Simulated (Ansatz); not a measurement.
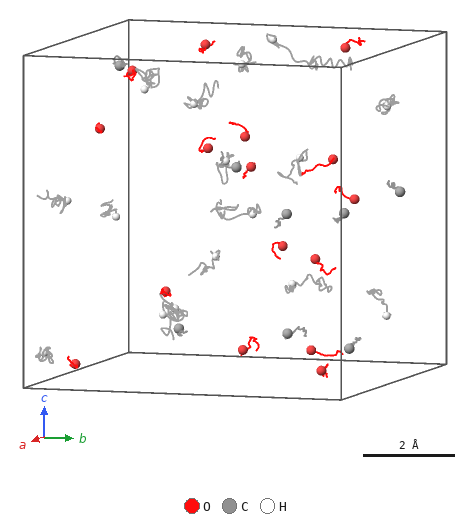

First-principles dynamics of a periodic cell with 8 HCOOH at 1.516 g/cm³, 150 fs long. Lines trace each atom's path, in the colour of its element; spheres stand at the starting positions. Seen slightly off an axis in the simulation cell.

Computed with DFT LDA, scalar-relativistic, plane waves, PAW (Ansatz 0.2.0). Set-up: plane-wave cutoff 420 eV; k-point mesh 1 × 1 × 1; Fermi-Dirac smearing 0.05 eV; low-accuracy preset; Langevin thermostat (NVT); set temperature 500 K; time step 0.5 fs; friction 0.02 per fs.

The input:
```yaml
accuracy: low
crystal:
  lattice:
    - [7.387659, 0.0, 0.0]
    - [0.0, 7.387659, 0.0]
    - [0.0, 0.0, 7.387659]
  atoms:
    - { symbol: O, position: [0.27735321, 1.00110656, 0.70256264] }
    - { symbol: C, position: [0.37997929, 0.97979388, 0.55868176] }
    - { symbol: O, position: [0.50917362, 0.8794551, 0.54670224] }
    - { symbol: H, position: [0.3120509, 0.91705898, 0.80595589] }
    - { symbol: H, position: [0.3342394, 1.07109362, 0.44656854] }
    - { symbol: O, position: [0.45991172, 0.40200267, 0.67787106] }
    - { symbol: C, position: [0.57368718, 0.5290365, 0.6371804] }
    - { symbol: O, position: [0.68463156, 0.59288564, 0.74346808] }
    - { symbol: H, position: [0.46362476, 0.35906471, 0.80938885] }
    - { symbol: H, position: [0.55848127, 0.57544759, 0.49583305] }
    - { symbol: O, position: [0.63867481, 0.57081435, 0.09649173] }
    - { symbol: C, position: [0.68802755, 0.7276932, 0.15649141] }
    - { symbol: O, position: [0.73551634, 0.85001225, 0.05453058] }
    - { symbol: H, position: [0.65204173, 0.57201275, -0.04278271] }
    - { symbol: H, position: [0.68879777, 0.74289734, 0.30646898] }
    - { symbol: O, position: [0.20487991, 0.18391917, 0.21206952] }
    - { symbol: C, position: [0.32521265, 0.2655851, 0.11588247] }
    - { symbol: O, position: [0.2941963, 0.33899076, -0.03047432] }
    - { symbol: H, position: [0.07975584, 0.17238265, 0.14660888] }
    - { symbol: H, position: [0.46415436, 0.26137944, 0.17267899] }
    - { symbol: O, position: [0.06833317, 0.59680756, 0.03515844] }
    - { symbol: C, position: [0.16016835, 0.74711872, 0.05539537] }
    - { symbol: O, position: [0.30094877, 0.78149784, -0.02367507] }
    - { symbol: H, position: [0.14804599, 0.50318017, -0.02518709] }
    - { symbol: H, position: [0.0918926, 0.84222352, 0.15004623] }
    - { symbol: O, position: [0.90089752, 0.13046847, 1.06688767] }
    - { symbol: C, position: [0.8142362, 0.24136136, 0.95852039] }
    - { symbol: O, position: [0.65424823, 0.2282314, 0.9258654] }
    - { symbol: H, position: [0.82126652, 0.00593619, 1.08732996] }
    - { symbol: H, position: [0.90296825, 0.34908811, 0.90032164] }
    - { symbol: O, position: [0.11101785, 0.42194736, 0.58514876] }
    - { symbol: C, position: [0.12203939, 0.53744709, 0.44858631] }
    - { symbol: O, position: [0.26078166, 0.57107718, 0.36835638] }
    - { symbol: H, position: [0.23867479, 0.38468465, 0.61502714] }
    - { symbol: H, position: [-0.01084506, 0.60168508, 0.41584514] }
    - { symbol: O, position: [0.84913083, -0.07562395, 0.70490281] }
    - { symbol: C, position: [0.91565954, -0.01860999, 0.55201197] }
    - { symbol: O, position: [0.92573496, -0.10602313, 0.41220406] }
    - { symbol: H, position: [0.79070466, -0.19966364, 0.69885355] }
    - { symbol: H, position: [0.96322193, 0.12595935, 0.56396822] }
basis:
  ecutwfc: 420.0
kpoints:
  mp_grid: { grid: [1, 1, 1] }
hamiltonian:
  xc: lda
scf:
  occupations: { method: fermi_dirac, width: 0.05 }
  lower_state_search: "off"
md:
  timestep: 0.5
  n_steps: 300
  ensemble: nvt_langevin
  temperature: 500.0
  initial_velocities: maxwell_boltzmann
  seed: 135240
  friction: 0.02
```

Command:
```bash
ansatz run input.yaml --threads 1 --pin off --max-ram 3072MiB --backend cpu --events-out ev --progress --plain --runs-dir out
```

What do the traces tell about the motion?

Answer. Root-mean-square distances from the starting positions over the second half, with the common drift of all atoms taken out: H 0.63 Å, O 0.36 Å, C 0.34 Å. The heavy atoms stay within a fraction of a molecule's size of their starting places, while the hydrogen atoms travel further, as molecules turn; so short a run doesn't tell a liquid from a solid. Bond changes: one H–O bond breaks at about 82 fs; 2 H–O bonds form between 108 fs and 124 fs.

Limits of the set-up: the program's low-accuracy preset was used; the periodic images lie only 7.4 Å apart, so the values are limited by the cell's size.

Cost: 12 min on 1 thread of Arm Neoverse V1, on a shared host, peak memory 0.4 GiB.
